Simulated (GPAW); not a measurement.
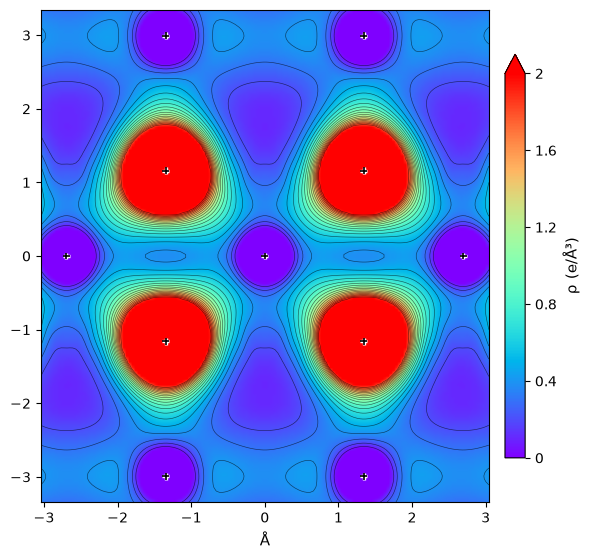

The valence pseudo-density on a plane through atoms (crosses mark nuclei in the plane).

All numbers below come from GPAW, Kohn-Sham DFT of a periodic cell, PBEsol, PAW data sets made by gpaw-setup for the functional.

Candidates:
A. CoSi, a = 4.44 Å, b = 4.44 Å, c = 4.44 Å, α = 90.00°, β = 90.00°, γ = 90.00°. Space group P2₁3; computed pressure about −6 GPa in this cell; spin-polarised.
B. SiO2, a = 4.23 Å, b = 4.23 Å, c = 2.69 Å, α = 90.00°, β = 90.00°, γ = 90.00°. Space group P4₂/mnm; a structure from a database of computed crystals, not necessarily the ambient phase; computed pressure about −3 GPa in this cell.

Question: Which system is this?

Answer: Candidate B: SiO2 on the (110) plane of the conventional cell, which holds Si and O. Si–O (1.78 Å): ρ is about 0.93 e/Å³ halfway. Si–O (1.84 Å): ρ is about 0.8 e/Å³ halfway.
